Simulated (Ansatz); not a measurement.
**Single-point calculation, with input and output: Si₂₃C₂₄ (part 2 of 2)**

The same run, continued: Si₂₃C₂₄ (defect cell, 47 atoms in the cell); DFT PBE, scalar-relativistic, plane waves, PAW, spin-polarised (Ansatz 0.2.0); cutoff 420 eV, 2×2×2 k-mesh, Gaussian smearing of 0.05 eV, collinear spins. The structure derives from an entry of the Crystallography Open Database.

Output, continued:
```
--- Forces (eV/Å), atoms counted from 1 ---
  atom   1  Si     0.00159044    -0.00955041     0.01021319
  atom   2  Si    -0.00241171     0.00618362     0.01136002
  atom   3  Si     0.00509070     0.00396692     0.01095820
  atom   4  Si    -0.00006132     0.00318699    -0.00269270
  atom   5  Si     0.00014885    -0.00140142    -0.00427527
  atom   6  Si    -0.00482082    -0.00088767    -0.00353160
  atom   7  Si     0.00440245    -0.00090178    -0.00435814
  atom   8  Si    -0.00015874     0.00852663     0.00530008
  atom   9  Si    -0.00008396    -0.00051404    -0.00362864
  atom  10  Si    -0.00853556    -0.00483282     0.00678895
  atom  11  Si     0.00832230    -0.00468798     0.00626893
  atom  12  Si     0.00182256    -0.01137300    -0.00067797
  atom  13  Si     0.00027833     0.00052665    -0.01778134
  atom  14  Si     0.00928728     0.00516476    -0.00082403
  atom  15  Si    -0.00989983     0.00611951     0.00011906
  atom  16  Si     0.00061436    -0.00154554     0.01447270
  atom  17  Si    -0.00111850    -0.00537174    -0.00097267
  atom  18  Si    -0.00400083     0.00083980     0.00067455
  atom  19  Si     0.00265223     0.00024874     0.00457001
  atom  20  Si     0.00051515    -0.00101899    -0.00089870
  atom  21  Si    -0.00035232    -0.00337029    -0.00953978
  atom  22  Si    -0.00214223     0.00102030    -0.01098139
  atom  23  Si     0.00315239     0.00222324    -0.01024491
  atom  24  C      0.00015832     0.00171594    -0.00334495
  atom  25  C     -0.00127096    -0.00199793    -0.00277559
  atom  26  C     -0.00032587    -0.00025823    -0.00460836
  atom  27  C     -0.00014254    -0.00177140    -0.00473706
  atom  28  C     -0.00040417     0.00222619     0.00705807
  atom  29  C      0.00039444    -0.00053537     0.00726106
  atom  30  C     -0.00306657    -0.00088552     0.00544361
  atom  31  C      0.00256004    -0.00106862     0.00559108
  atom  32  C      0.00057113     0.00054001    -0.00756457
  atom  33  C     -0.00142888    -0.00299505     0.00355119
  atom  34  C     -0.00447250     0.00286681     0.00344362
  atom  35  C      0.00373835     0.00268223     0.00392846
  atom  36  C      0.00028964    -0.00016690     0.00145190
  atom  37  C     -0.00027126    -0.00021540     0.00119831
  atom  38  C     -0.00026644     0.00046706    -0.00020903
  atom  39  C      0.00071318     0.00075041    -0.00026738
  atom  40  C     -0.00083153     0.00258394    -0.01252845
  atom  41  C     -0.00158213    -0.00379607    -0.01118946
  atom  42  C     -0.00428511     0.00230884    -0.00743899
  atom  43  C      0.00547777     0.00504983    -0.00717627
  atom  44  C     -0.00011139     0.00104396     0.00358729
  atom  45  C      0.00022783    -0.00188406     0.00613111
  atom  46  C     -0.00242103     0.00050442     0.00629947
  atom  47  C      0.00245868     0.00028296     0.00658568
  max |Σ_I F_I| component: 9.28e-6 eV/Å
--- Band table (eV; the first three rows and the last of 16) ---
  k-point 0 ↑: bands = ["-6.3378", "-5.8499", "-5.6984", "-4.3135", "-4.2435", "-2.9637", "-2.8762", "-2.8592", "-2.8154", "-2.8125", "-2.7953", "-2.6571", "-2.5291", "-2.3657", "-2.3246", "-2.1535", "-2.1421", "-1.9150", "-1.7204", "-1.5989", "-1.5459", "-1.4078", "-1.3697", "-1.3052", "0.5395", "0.6317", "0.6572", "0.7521", "0.9178", "0.9271", "1.0775", "1.3281", "1.4627", "1.5726", "1.6458", "1.8186", "1.8656", "1.9701", "2.0693", "2.1221", "2.2045", "2.3919", "2.8103", "2.9854", "4.4564", "4.6389", "4.8368", "4.8796", "4.9804", "5.0014", "5.4449", "5.5880", "5.6012", "5.7204", "5.9050", "5.9109", "5.9212", "5.9584", "6.0824", "6.1521", "6.1741", "6.2554", "6.4804", "6.5000", "6.6572", "6.6903", "6.7302", "6.7915", "6.8565", "7.0376", "7.1966", "7.2730", "7.2752", "7.3869", "7.3896", "7.5202", "7.6278", "7.7107", "7.7673", "7.7998", "7.8211", "7.9563", "7.9830", "8.0053", "8.1139", "8.1191", "8.4623", "8.4691", "8.5448", "8.7529", "8.7580", "9.0163", "9.0231", "9.4407", "10.6483", "10.6573", "11.1316", "11.1573", "11.2773", "11.7037", "11.7301", "11.8773", "12.3511", "12.5495", "12.5633", "12.6183", "12.6848", "13.0876", "13.7313", "13.9608", "13.9699", "14.1220", "14.2690", "14.2946", "14.4254", "14.5045", "14.6111", "14.6954", "14.7757", "14.8732", "15.0065", "15.1250", "15.3149", "15.4544", "15.7098", "15.7941", "15.9485", "15.9652", "16.0032", "16.0370", "16.0535", "16.0705", "16.1845", "16.2678", "16.2853", "16.4655", "16.5733", "16.6048", "16.6263", "16.7608", "16.7706", "16.8612"]
  k-point 1 ↑: bands = ["-6.2679", "-6.1103", "-5.1816", "-5.0736", "-3.3905", "-3.3042", "-2.9550", "-2.8934", "-2.8558", "-2.8289", "-2.7551", "-2.6689", "-2.5024", "-2.4531", "-2.2495", "-2.2378", "-2.0082", "-1.9446", "-1.7298", "-1.6698", "-1.5420", "-1.3856", "-1.3551", "-1.2848", "0.5892", "0.6946", "0.7432", "0.9067", "1.0257", "1.0639", "1.2085", "1.2525", "1.2681", "1.4910", "1.5005", "1.5819", "1.7091", "1.8453", "2.0996", "2.1237", "2.2751", "2.3743", "2.4206", "4.3666", "4.4994", "4.5311", "4.6593", "4.7283", "4.7821", "4.9266", "5.1654", "5.4823", "5.6567", "5.8321", "5.8697", "5.9203", "5.9329", "6.0140", "6.1135", "6.1816", "6.2034", "6.2536", "6.2545", "6.3950", "6.4986", "6.6718", "6.7616", "6.8390", "7.0387", "7.1544", "7.2485", "7.2835", "7.3718", "7.3885", "7.4401", "7.4881", "7.5652", "7.7352", "7.8189", "7.9193", "7.9405", "7.9660", "7.9678", "7.9814", "8.1539", "8.1620", "8.3485", "8.4219", "8.4315", "8.7848", "8.7920", "9.0028", "9.0112", "9.2645", "10.6498", "10.6536", "11.1293", "11.2070", "11.2739", "11.7184", "11.7448", "11.8863", "12.3236", "12.3785", "12.5710", "12.6718", "13.0708", "13.0878", "13.7248", "13.7665", "13.9752", "14.0652", "14.1064", "14.2913", "14.3449", "14.5204", "14.5815", "14.7784", "14.7819", "14.9431", "15.0771", "15.1575", "15.1755", "15.6865", "15.6958", "15.7648", "15.8850", "15.9753", "16.0087", "16.0263", "16.0602", "16.1093", "16.1312", "16.1799", "16.1969", "16.3944", "16.5466", "16.5994", "16.6339", "16.6515", "16.7618", "16.8015"]
  k-point 2 ↑: bands = ["-5.3649", "-5.2323", "-4.8492", "-4.8257", "-4.7804", "-4.5025", "-3.4791", "-3.3670", "-3.3414", "-3.2795", "-3.2655", "-3.2319", "-3.1450", "-2.7951", "-2.4428", "-2.4054", "-2.2503", "-2.0336", "-2.0082", "-1.6045", "-1.3134", "-1.1468", "-1.1435", "-1.1079", "1.3415", "1.5847", "1.7503", "1.7802", "1.8749", "1.9156", "2.0301", "2.0313", "2.1954", "2.7385", "2.8483", "2.9717", "2.9954", "3.0520", "3.0961", "3.2644", "3.4101", "3.6997", "4.0319", "4.0453", "4.1743", "4.2039", "4.3143", "4.3488", "4.3986", "4.4205", "4.4907", "4.4968", "4.5056", "4.6531", "4.8415", "5.1018", "5.1516", "5.1999", "5.2783", "5.4206", "5.4285", "5.4841", "5.6175", "5.6239", "5.6782", "5.7442", "5.9088", "5.9629", "6.5489", "6.6312", "6.7314", "6.7800", "6.7959", "6.8631", "6.9360", "6.9988", "7.0543", "7.0813", "7.1757", "7.1973", "7.3504", "7.3666", "7.3856", "7.4235", "7.5050", "7.7713", "7.9007", "7.9512", "7.9998", "8.2067", "8.4348", "8.4767", "8.5159", "9.0364", "9.8642", "10.5713", "12.8082", "12.8456", "12.9722", "13.0114", "13.0642", "13.1492", "13.3121", "13.4638", "13.5491", "13.5634", "13.6538", "13.7231", "13.9704", "13.9802", "14.2110", "14.2534", "14.9593", "15.3070", "15.3614", "15.3681", "15.4211", "15.5043", "15.5855", "15.6410", "15.7376", "15.8352", "15.9002", "15.9642", "16.0257", "16.1866", "16.3997", "16.6226", "16.7457", "16.7515", "16.9390", "17.0364", "17.0497", "17.1783", "17.1949", "17.2258", "17.2996", "17.3383", "17.4691", "17.5106", "17.5580", "17.6693"]
  k-point 7 ↓: bands = ["-5.3367", "-5.2131", "-5.0325", "-4.9078", "-4.5373", "-4.3428", "-3.7987", "-3.7241", "-3.3083", "-3.2726", "-3.0807", "-3.0257", "-2.8862", "-2.8012", "-2.6081", "-2.3804", "-2.1893", "-2.1030", "-1.9504", "-1.6957", "-1.4479", "-1.2210", "-1.0619", "-1.0458", "1.5055", "1.6680", "1.7157", "1.7727", "1.9184", "1.9499", "1.9995", "2.1350", "2.2501", "2.5178", "2.5837", "2.7256", "2.8320", "3.0950", "3.1295", "3.5391", "3.6086", "3.8564", "3.9545", "4.0417", "4.0713", "4.1061", "4.1824", "4.3469", "4.3959", "4.4122", "4.5109", "4.5480", "4.6835", "4.7952", "4.9515", "4.9923", "5.0119", "5.0497", "5.2882", "5.4154", "5.4574", "5.6644", "5.7374", "5.7524", "5.8105", "5.9157", "5.9319", "5.9561", "6.3491", "6.3760", "6.6386", "6.6747", "6.7244", "6.8056", "6.8451", "6.9091", "6.9937", "7.0251", "7.1058", "7.2686", "7.4391", "7.4529", "7.4769", "7.5139", "7.6802", "7.7063", "7.8727", "7.9413", "8.0328", "8.1854", "8.4080", "8.4742", "8.5473", "9.0413", "9.8475", "10.5642", "12.8065", "12.8092", "12.8722", "12.9851", "13.0797", "13.3653", "13.4271", "13.4681", "13.5308", "13.6041", "13.6413", "13.7950", "13.9148", "13.9802", "14.1700", "14.2453", "14.9473", "14.9853", "15.0933", "15.3067", "15.3667", "15.5253", "15.5918", "15.6794", "15.7275", "15.7703", "15.9054", "16.1373", "16.2454", "16.2949", "16.4606", "16.5477", "16.6166", "16.7870", "16.8337", "16.9840", "17.0659", "17.1032", "17.1577", "17.2205", "17.3895", "17.4984", "17.5767", "17.6884", "17.7018", "17.7658"]
--- Löwdin populations: 47 sites ---
  site symbol       q [e]    m [muB]
     0     Si      2.9008    -0.0000
     1     Si      2.9007    -0.0000
     2     Si      2.9008    -0.0000
     3     Si      2.9365     0.0000
     4     Si      2.9345     0.0000
     5     Si      2.9352     0.0000
     6     Si      2.9352     0.0000
     7     Si      2.9374     0.0000
     8     Si      2.9351    -0.0000
     9     Si      2.9374     0.0000
    10     Si      2.9374     0.0000
    11     Si      2.9217     0.0000
    12     Si      2.9194     0.0000
    13     Si      2.9215     0.0000
    14     Si      2.9215     0.0000
    15     Si      2.9122     0.0000
    16     Si      2.9173    -0.0000
    17     Si      2.9174    -0.0000
    18     Si      2.9174    -0.0000
    19     Si      2.9178     0.0000
    20     Si      2.9186     0.0000
    21     Si      2.9206     0.0000
    22     Si      2.9206     0.0000
    23      C      4.9896     0.0000
    24      C      4.9896     0.0000
    25      C      4.9898     0.0000
    26      C      4.9898     0.0000
    27      C      4.9944    -0.0000
    28      C      5.0025     0.0000
    29      C      4.9955    -0.0000
    30      C      4.9955    -0.0000
    31      C      4.8535    -0.0000
    32      C      5.0002    -0.0000
    33      C      5.0004    -0.0000
    34      C      5.0004    -0.0000
    35      C      4.9860     0.0000
    36      C      4.9883     0.0000
    37      C      4.9885     0.0000
    38      C      4.9885     0.0000
    39      C      4.9793     0.0000
    40      C      4.7310     0.0000
    41      C      4.7305     0.0000
    42      C      4.7302     0.0000
    43      C      4.9859     0.0000
    44      C      4.9897    -0.0000
    45      C      4.9856    -0.0000
    46      C      4.9855    -0.0000
  spilling = 0.010174 (of n_electrons = 188.000000)
--- Bader charges: 47 sites ---
  site symbol  charge [e]  shift [e]    m [muB]
     0     Si      2.8269     0.0170     0.0000
     1     Si      2.8273     0.0170     0.0000
     2     Si      2.8273     0.0170     0.0000
     3     Si      2.7851     0.0149     0.0000
     4     Si      2.7890     0.0148     0.0000
     5     Si      2.7895     0.0152     0.0000
     6     Si      2.7895     0.0152     0.0000
     7     Si      2.7753     0.0151     0.0000
     8     Si      2.8004     0.0151     0.0000
     9     Si      2.7759     0.0151     0.0000
    10     Si      2.7758     0.0151     0.0000
    11     Si      2.8032     0.0156     0.0000
    12     Si      2.7873     0.0149     0.0000
    13     Si      2.8039     0.0152     0.0000
    14     Si      2.8039     0.0152     0.0000
    15     Si      2.7910     0.0150     0.0000
    16     Si      2.8017     0.0153     0.0000
    17     Si      2.8015     0.0153     0.0000
    18     Si      2.8015     0.0153     0.0000
    19     Si      2.7941     0.0149     0.0000
    20     Si      2.8009     0.0156     0.0000
    21     Si      2.7964     0.0157     0.0000
    22     Si      2.7964     0.0157     0.0000
    23      C     -2.7738     0.0151     0.0000
    24      C     -2.7558     0.0152     0.0000
    25      C     -2.7741     0.0151     0.0000
    26      C     -2.7740     0.0151     0.0000
    27      C     -2.7670     0.0160     0.0000
    28      C     -2.7863     0.0149     0.0000
    29      C     -2.7687     0.0161     0.0000
    30      C     -2.7687     0.0160     0.0000
    31      C     -2.3444     0.0115     0.0000
    32      C     -2.8118     0.0156     0.0000
    33      C     -2.8123     0.0160     0.0000
    34      C     -2.8123     0.0156     0.0000
    35      C     -2.7883     0.0149     0.0000
    36      C     -2.7910     0.0149     0.0000
    37      C     -2.7917     0.0149     0.0000
    38      C     -2.7918     0.0149     0.0000
    39      C     -2.7788     0.0160     0.0000
    40      C     -2.1013     0.0125     0.0000
    41      C     -2.1003     0.0125     0.0000
    42      C     -2.0999     0.0125     0.0000
    43      C     -2.7836     0.0148     0.0000
    44      C     -2.7946     0.0156     0.0000
    45      C     -2.7867     0.0148     0.0000
    46      C     -2.7867     0.0148     0.0000
  estimated error of the sums over rays = 6.1e-4 e
```

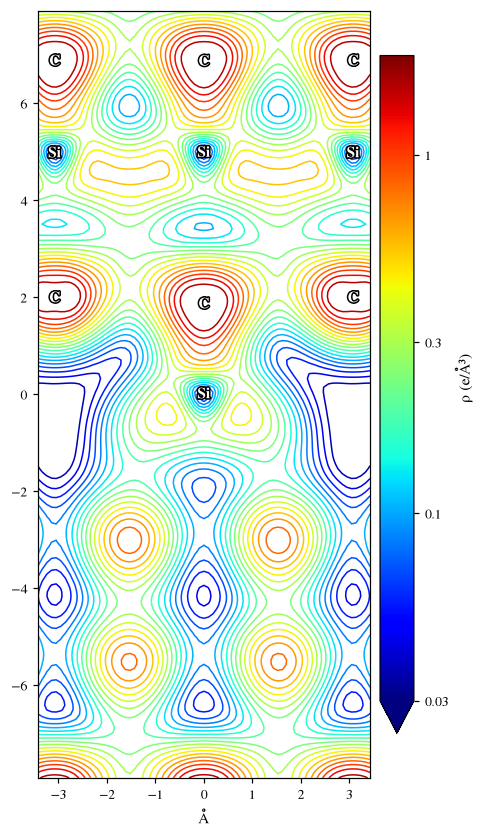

**Figure 1.** Valence electron density on the (010) plane of the calculation cell. The section cuts through Si and C sites. Si–C (1.86 Å): ρ at the midpoint is about 0.92 e/Å³. Si–C (1.86 Å): ρ is about 0.92 e/Å³ halfway. Away from the nuclei the density in this plane falls to 0.03 e/Å³ at its lowest. In a PAW calculation such maps are meaningful between the atoms, not at the nuclei.

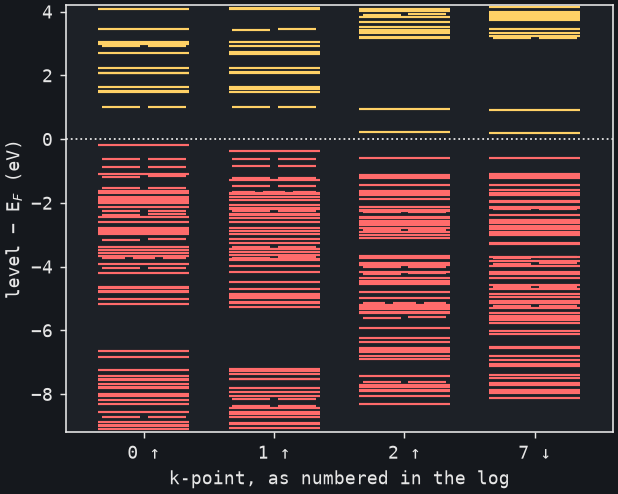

**Figure 2.** Kohn–Sham levels near the Fermi level (dotted) at the few k-points that the log prints; levels within 0.02 eV of each other stand side by side. Among these points the highest filled and lowest empty levels are 0.41 eV apart, which is the gap on the mesh.

Results in brief:

| quantity | value |
| --- | --- |
| outcome | converged |
| electrons treated | 188 |
| free energy | −20647.9517 eV |
| Fermi energy | 9.642 eV |
| gap on the k-point mesh | 0.41 eV |
| net moment of the cell | 0.00 μB |
| integrated absolute moment | 0.00 μB |
| largest force (length of the vector) | 0.018 eV/Å |
| wall time | 5.3 min (CPU time 21 min) |
| peak memory | 2.3 GiB |

The program warns: some starting moments were not kept.
